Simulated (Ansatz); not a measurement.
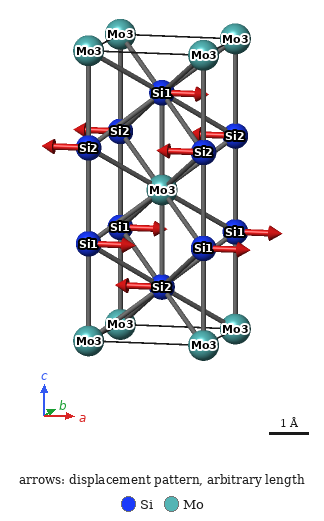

One vibrational mode of solid Si$_{2}$Mo relaxed at 8 GPa at the zone centre. The red arrows give the relative displacements of the atoms. A ball-and-stick model of the conventional cell (2 times the calculation's cell), seen slightly off an axis. Lengths and directions refer to the drawn axes.

These are results of DFT LDA, scalar-relativistic, plane waves, PAW (Ansatz), not measurements. Set-up: plane-wave cutoff 420 eV; k-point mesh 18 × 18 × 18; occupations fermi dirac; smearing width 0.15 eV; target pressure 8 GPa; no spin polarisation.

The frequencies depend somewhat on the k-mesh and the smearing.

Q: Give the symmetry, activity and frequency of this mode.

A: This is the E_g mode (doubly degenerate; one member of the set is drawn) at 10.6 THz, optical level 3 of 4, counted from below, Raman-active by symmetry. The Mo atoms stay at rest; all motion is along a; atoms of one kind move against one another, with no net shift of their sublattice.
